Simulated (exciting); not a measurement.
The O K edge of atom 3 in La2O3, space group P-3m1, with 6 La at 2.72 Å (octahedral, site symmetry -3m), was computed at 2 levels: exchange and screened direct term (singlet BSE) and independent particles. Common settings: exciting, all-electron LAPW+lo, PBEsol, 4×4×2 shifted k points, 53 conduction bands, |G+q| up to 3 bohr⁻¹, full RPA screening with nempty = 80, Lorentzian half width 0.45 eV.

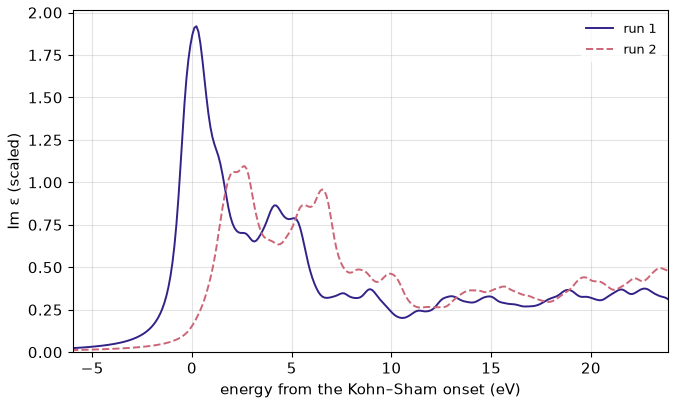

Energy from the Kohn–Sham onset, core level to the lowest empty state found on the meshes used; all runs on one relative scale.

Q: Which run is which, and why?

Run 1: exchange and screened direct term (singlet BSE); highest local maximum in the window at 0.2 eV. Run 2: independent particles; highest local maximum in the window at 2.6 eV. The attractive direct term pulls weight down: the curves pass 0.29 at -1.4 and 0.6 eV in the order of the runs. Fine structure above the first lines is partly noise of the 32-point mesh.

[Hosts, paths, dates, database ids (printed as entryN), source tags and the programs' standing remarks are cut or masked in the printed files.]
